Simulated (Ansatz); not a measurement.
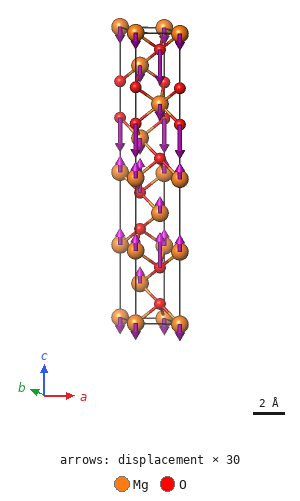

This is a relaxation of a crystal of MgO (a generated structure, set up in P-3m1). The starting structure is drawn; purple arrows show the displacements (the part carried along by the change of the cell is left out), magnified 30 times.

Style: ball-and-stick. Shown: the cell of the calculation, slightly off an axis.

Case: stacking ABACABCB.

Theory: DFT PBEsol, scalar-relativistic, plane waves, PAW in Ansatz 0.2.0.

Input file:
```yaml
crystal:
  lattice:
    - [2.9799354756, 0.0, 0.0]
    - [-1.4899677378, 2.5806998235, 0.0]
    - [0.0, 0.0, 19.4648561058]
  atoms:
    - { symbol: Mg, position: [0.0, 0.0, 0.0] }
    - { symbol: O, position: [0.6666666667, 0.3333333333, 0.0625] }
    - { symbol: Mg, position: [0.3333333333, 0.6666666667, 0.125] }
    - { symbol: O, position: [0.6666666667, 0.3333333333, 0.1875] }
    - { symbol: Mg, position: [0.0, 0.0, 0.25] }
    - { symbol: O, position: [0.3333333333, 0.6666666667, 0.3125] }
    - { symbol: Mg, position: [0.6666666667, 0.3333333333, 0.375] }
    - { symbol: O, position: [0.3333333333, 0.6666666667, 0.4375] }
    - { symbol: Mg, position: [0.0, 0.0, 0.5] }
    - { symbol: O, position: [0.6666666667, 0.3333333333, 0.5625] }
    - { symbol: Mg, position: [0.3333333333, 0.6666666667, 0.625] }
    - { symbol: O, position: [0.0, 0.0, 0.6875] }
    - { symbol: Mg, position: [0.6666666667, 0.3333333333, 0.75] }
    - { symbol: O, position: [0.0, 0.0, 0.8125] }
    - { symbol: Mg, position: [0.3333333333, 0.6666666667, 0.875] }
    - { symbol: O, position: [0.6666666667, 0.3333333333, 0.9375] }
basis:
  ecutwfc: 420
kpoints:
  mp_grid: { grid: [12, 12, 2] }
hamiltonian:
  xc: pbesol
scf:
  occupations: { method: gaussian, width: 0.02 }
output:
  forces: true
  stress: true
  eigenvalues: true
  populations: true
relax:
  adjacent_minimum: "off"
  f_tol: 0.01
  max_steps: 45
  cell: { stress_tol: 0.05 }
```

Run as
```bash
ansatz run input.yaml --threads 1 --pin off --max-ram 2560MiB --backend cpu --events-out ev --progress --plain --runs-dir out
```

### Atoms of which element are displaced furthest, and by how much?

Oxygen: up to 0.080 Å, against 0.039 Å for magnesium.

### Describe the change and its energy.

The energy falls by 27.6 meV per atom in 5 accepted moves (7 points after the start). The largest force component goes from 1.2 to 0.0013 eV/Å. The pressure goes from 3.48 to 0.01 GPa. At 2 points the geometry stayed and the basis and grid were re-selected for the new cell (energy shift of 1.1 meV per atom at most each time). The largest moves relative to the cell, 0.080 Å, are those of O4 and O16. O16 goes along −c. By element the largest moves are O 0.080 Å, Mg 0.039 Å. The volume changes by +1.7 %, with a = b 2.980 → 2.956 Å (−0.8 %), c 19.465 → 20.112 Å (+3.3 %). Some distances before and after: Mg13–O14 2.107 → 2.143 Å, Mg11–O12 2.107 → 2.096 Å. Among the angles between lasting bonds that change: O12–Mg13–O14 70.5° → 74.5°, Mg13–O12–Mg13 90.0° → 87.2°, O12–Mg13–O12 90.0° → 87.2°. The space group stays P-3m1 (No. 164).
